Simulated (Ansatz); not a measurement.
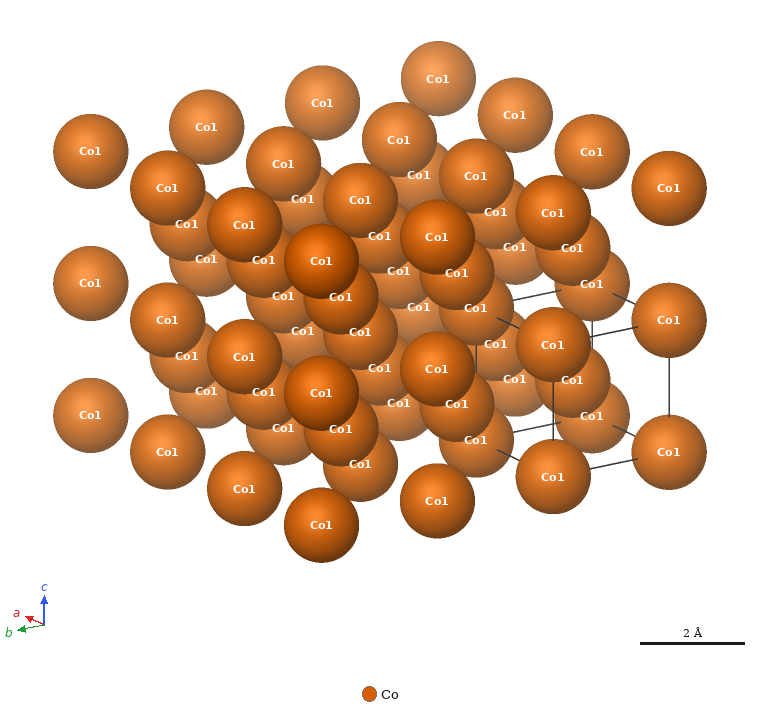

**Figure 1.** The structure (spheres-only view of the cell 2 times as large as that of the calculation, set on its symmetry axes, repeated 3 × 3 × 2, seen at an oblique angle; atoms are numbered from 1 in the order of the input).

**Two runs on Co**

System: Co (Im-3m, 1 atom in the cell).
Method of run 1: DFT, PBEsol, plane waves (420 eV) with PAW, scalar-relativistic, no spin polarisation (Ansatz 0.2.0).

Text and figures count atoms from 1; the logs count them from 0 in places.

## Input, run 1
```yaml
crystal:
  lattice:
    - [-1.3448024107, 1.3448024107, 1.3448024107]
    - [1.3448024107, -1.3448024107, 1.3448024107]
    - [1.3448024107, 1.3448024107, -1.3448024107]
  atoms:
    - { symbol: Co, position: [0.0, 0.0, 0.0] }
hamiltonian:
  xc: pbesol
  pseudopotentials:
    kind: paw
    azcp:
      Co: "pseudopotentials/Co.paw.azcp"
basis:
  ecutwfc: 420
  fft_grid_basis: typed
kpoints:
  mp_grid: { grid: [26, 26, 26], shift: [0, 0, 0] }
magnetization:
  spin_polarized: false
scf:
  occupations: { method: fermi_dirac, width: 0.1 }
output:
  stress: true
  write_density: true
  write_potential: true
  elf: true
  volumetric_format: npy
```

Hardware: 2 threads of an Arm (aarch64) CPU, shared host.

## Output, shortened to warnings, some set-up lines, iterations and results (run 1)
```
Warning: [file] the record states the generating functional pbe (its physics header spells it `PBE`), which answers neither for hamiltonian.xc's functional nor for the pbesol family's — results may be inconsistent (PPs are generated against a specific XC)
Basis set: ecut = 420 eV, 201 PW (Γ)
Symmetry: 48 space group operations
k-points: 511 of 17576
Initial density: superposition of atomic densities (neutral atoms: chi_scale 0, normalization atom), corrected by the library's trained network
[...]
SCF iter   1: F=—  HF=-5092.622465 eV  |F-HF|=—  |Δ(HF+E_count)|=         —  Δρ=2.40e-2  dr2=2.72e-2  ethr=1.77e-3  ⟨swp⟩=5.0  Hψ=33270  notcnv=0
SCF iter   2: F=—  HF=-5092.616491 eV  |F-HF|=—  |Δ(HF+E_count)|=   5.97e-3  Δρ=3.15e-3  dr2=3.14e-4  ethr=1.60e-4  ⟨swp⟩=2.0  Hψ=12300  notcnv=0
SCF iter   3: F=—  HF=-5092.616601 eV  |F-HF|=—  |Δ(HF+E_count)|=   1.10e-4  Δρ=8.70e-4  dr2=1.70e-5  ethr=1.85e-6  ⟨swp⟩=2.1  Hψ=10850  notcnv=0
SCF iter   4: F=—  HF=-5092.616635 eV  |F-HF|=—  |Δ(HF+E_count)|=   3.44e-5  Δρ=1.60e-4  dr2=8.64e-7  ethr=9.99e-8  ⟨swp⟩=2.0  Hψ=11141  notcnv=0
SCF iter   5: F=-5092.616635 eV  HF=-5092.616635 eV  |F-HF|=7.93e-9  |Δ(HF+E_count)|=   1.59e-7  Δρ=1.33e-5  dr2=9.66e-9  ethr=5.08e-9  ⟨swp⟩=2.6  Hψ=11400  notcnv=0
SCF iter   6: F=-5092.616635 eV  HF=-5092.616635 eV  |F-HF|=2.73e-12  |Δ(HF+E_count)|=   1.90e-9  Δρ=4.50e-7  dr2=1.23e-11  ethr=5.68e-11  ⟨swp⟩=5.1  Hψ=34011  notcnv=0
SCF 1 converged in 6 iterations: F = -5092.616635 eV  dr2 = 1.23e-11
SCF converged after 6 iterations
Free energy (F): -5092.616635 eV
Harris-Foulkes:  -5092.616635 eV  (|F-HF|=2.73e-12)
Internal energy: -5092.514708 eV  (E = F + TS)
E sigma→0 (E₀):  -5092.565672 eV
Entropy (-TS):   -0.101927 eV (-101.927 meV/atom)
Fermi energy:    21.010780 eV
--- Per-component energies (eV) ---
  E_band       = -203.441683
  E_kinetic    = 457.601861
  E_local      = -2675.164456  (includes V_loc(G=0)·N_el)
  E_nonlocal   = 455.887333
  E_hartree    = 1126.145111
  E_xc         = -158.936389
  E_vxc        = -206.105130  (∫ρ·V_xc dr)
  E_paw        = -1482.830277  (= ΣΔE_a)
  E_vpaw       = -487.951386  (= ΣTr[D̂ρ^β])
  E_aug_tail   = 0.000053  (compensation charges beyond the density's cutoff)
  E_ewald      = -2815.406364
  E_core_change = 0.188419  (= ΣΔE_core)
  E_smearing   = -0.101927  (= −TS)
  E_closure    = 0.000000  (closes the sum)
  Σ components = -5092.616635   (vs F -5092.616635, Δ=0.00e0)
--- Stress (GPa, compression-positive) ---
       12.059389      -0.000000      -0.000000
       -0.000000      12.059389      -0.000000
       -0.000000       0.000000      12.059389
  P = ⅓ Tr σ = 12.0594 GPa (120.594 kbar)
```

For run 2 the input was changed thus:
```diff
-    - [-1.3448024107, 1.3448024107, 1.3448024107]
-    - [1.3448024107, -1.3448024107, 1.3448024107]
-    - [1.3448024107, 1.3448024107, -1.3448024107]
+    - [-1.3258590084, 1.3258590084, 1.3258590084]
+    - [1.3258590084, -1.3258590084, 1.3258590084]
+    - [1.3258590084, 1.3258590084, -1.3258590084]
```

How does run 2 compare with run 1?

With the same functional and potentials, run 2 lies 49.0 meV per atom higher. The pressure goes from 12.06 to 27.24 GPa. The volume per atom goes from 9.73 to 9.32 Å³. The cell is scaled evenly with the atoms at fixed fractional positions, so −ΔP/Δ ln V estimates the bulk modulus midway between the two volumes: about 360 GPa. The number of SCF iterations is the same. The plane waves at Γ go from 201 to 177.

## Output, shortened to warnings, some set-up lines, iterations and results (run 2)
```
Warning: [file] the record states the generating functional pbe (its physics header spells it `PBE`), which answers neither for hamiltonian.xc's functional nor for the pbesol family's — results may be inconsistent (PPs are generated against a specific XC)
Basis set: ecut = 420 eV, 177 PW (Γ)
Symmetry: 48 space group operations
k-points: 511 of 17576
Initial density: superposition of atomic densities (neutral atoms: chi_scale 0, normalization atom), corrected by the library's trained network
[...]
SCF iter   1: F=—  HF=-5092.574383 eV  |F-HF|=—  |Δ(HF+E_count)|=         —  Δρ=2.56e-2  dr2=2.94e-2  ethr=1.77e-3  ⟨swp⟩=5.0  Hψ=33242  notcnv=0
SCF iter   2: F=—  HF=-5092.567537 eV  |F-HF|=—  |Δ(HF+E_count)|=   6.85e-3  Δρ=3.20e-3  dr2=2.89e-4  ethr=1.73e-4  ⟨swp⟩=2.0  Hψ=12442  notcnv=0
SCF iter   3: F=—  HF=-5092.567622 eV  |F-HF|=—  |Δ(HF+E_count)|=   8.55e-5  Δρ=9.66e-4  dr2=1.89e-5  ethr=1.70e-6  ⟨swp⟩=2.1  Hψ=10894  notcnv=0
SCF iter   4: F=—  HF=-5092.567656 eV  |F-HF|=—  |Δ(HF+E_count)|=   3.37e-5  Δρ=1.83e-4  dr2=1.08e-6  ethr=1.11e-7  ⟨swp⟩=2.0  Hψ=11134  notcnv=0
SCF iter   5: F=-5092.567656 eV  HF=-5092.567656 eV  |F-HF|=1.12e-8  |Δ(HF+E_count)|=   2.41e-7  Δρ=1.58e-5  dr2=1.22e-8  ethr=6.33e-9  ⟨swp⟩=2.6  Hψ=11496  notcnv=0
SCF iter   6: F=-5092.567656 eV  HF=-5092.567656 eV  |F-HF|=1.09e-11  |Δ(HF+E_count)|=   2.91e-9  Δρ=5.72e-7  dr2=1.84e-11  ethr=7.20e-11  ⟨swp⟩=5.1  Hψ=34485  notcnv=0
SCF 1 converged in 6 iterations: F = -5092.567656 eV  dr2 = 1.84e-11
SCF converged after 6 iterations
Free energy (F): -5092.567656 eV
Harris-Foulkes:  -5092.567656 eV  (|F-HF|=1.09e-11)
Internal energy: -5092.470762 eV  (E = F + TS)
E sigma→0 (E₀):  -5092.519209 eV
Entropy (-TS):   -0.096893 eV (-96.893 meV/atom)
Fermi energy:    22.124645 eV
--- Per-component energies (eV) ---
  E_band       = -186.305552
  E_kinetic    = 459.204816
  E_local      = -2613.299287  (includes V_loc(G=0)·N_el)
  E_nonlocal   = 456.218318
  E_hartree    = 1103.622731
  E_xc         = -159.487665
  E_vxc        = -206.842480  (∫ρ·V_xc dr)
  E_paw        = -1483.286245  (= ΣΔE_a)
  E_vpaw       = -488.832151  (= ΣTr[D̂ρ^β])
  E_aug_tail   = 0.000040  (compensation charges beyond the density's cutoff)
  E_ewald      = -2855.631889
  E_core_change = 0.188419  (= ΣΔE_core)
  E_smearing   = -0.096893  (= −TS)
  E_closure    = 0.000000  (closes the sum)
  Σ components = -5092.567656   (vs F -5092.567656, Δ=0.00e0)
--- Stress (GPa, compression-positive) ---
       27.244811       0.000000      -0.000000
        0.000000      27.244811       0.000000
        0.000000       0.000000      27.244811
  P = ⅓ Tr σ = 27.2448 GPa (272.448 kbar)
```

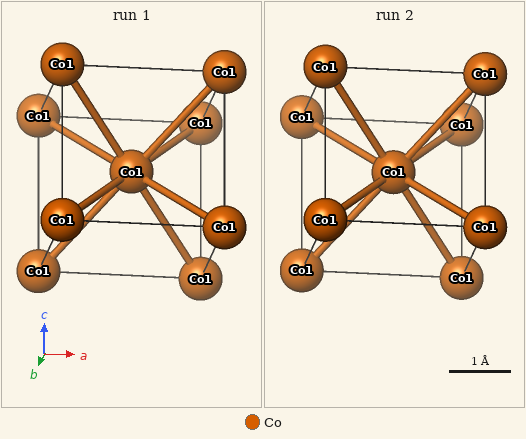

**Figure 2.** The two input geometries at one scale (ball-and-stick view of the cell 2 times as large as that of the calculation, set on its symmetry axes, seen at an oblique angle). The atoms keep their places relative to the cell (all moves are under 0.005 Å). The volume changes by −4.2 %, with a = b = c 2.690 → 2.652 Å (−1.4 %). Among the contacts that change: Co1–Co1 2.329 → 2.296 Å.

## The two runs side by side

| quantity | run 1 | run 2 |
| --- | --- | --- |
| outcome | converged | converged |
| free energy per atom (eV) | −5092.6166 | −5092.5677 |
| energy per atom, smearing taken to zero (eV) | −5092.5657 | −5092.5192 |
| pressure (GPa) | 12.06 | 27.24 |
| volume per atom (Å³) | 9.73 | 9.32 |
| SCF iterations | 6 | 6 |
| irreducible k-points | 511 | 511 |
| plane waves at Γ | 201 | 177 |
| wall time (shared host) | 3.7 s | 3.5 s |

For both runs: Warnings: the PAW datasets were made with another functional. The run has no spin polarisation, so a magnetic state may lie lower. For run 1: The cell is under a pressure of 12.1 GPa at this level, so it is not at its equilibrium volume. For run 2: The cell is under a pressure of 27 GPa at this level, so it is not at its equilibrium volume.
